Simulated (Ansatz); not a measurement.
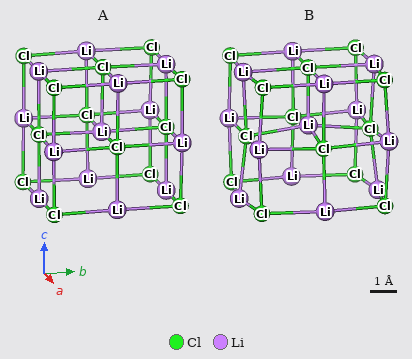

Two geometries of a defect cell of composition Cl$_{31}$Li$_{31}$, drawn at one scale. One is the start of a relaxation, the other its converged end. The picture is a ball-and-stick view of the atoms within 5.0 Å of the atom that moves most (axes of the cell of the calculation (origin shifted)), seen slightly off an axis.

The calculation used DFT, PBEsol, PAW, plane waves in Ansatz. Set-up: plane-wave cutoff 420 eV; k-point mesh 1 × 1 × 1; mesh shifted by (0.25, 0.25, 0.25); no spin polarisation; atoms relaxed in a fixed cell; force threshold 0.03 eV/Å; at most 80 steps.

Which geometry has the lower energy?

Structure B is the relaxed one. A Li atom moves most: 0.27 Å roughly along +c. Largest moves by element: Li 0.27 Å, Cl 0.14 Å. The cell doesn't change. Near-neighbour distances that change, for instance: Cl–Li 2.581 → 2.299 Å, Cl–Li 2.558 → 2.429 Å, Cl–Li 2.590 → 2.483 Å, Cl–Li 2.517 → 2.618 Å. Bond angles that change, for instance: Cl–Li–Cl 178.4° → 165.9°, Cl–Li–Cl 177.5° → 166.3°, Cl–Li–Cl 89.2° → 98.5°. Over 3 geometry steps the energy falls by 1.393 eV per cell of the calculation. Largest force component: 0.86 eV/Å at the start, 0.02 eV/Å at the end. Cost: 25 s on 7 threads of Arm Neoverse-V2, peak memory 1.7 GiB.
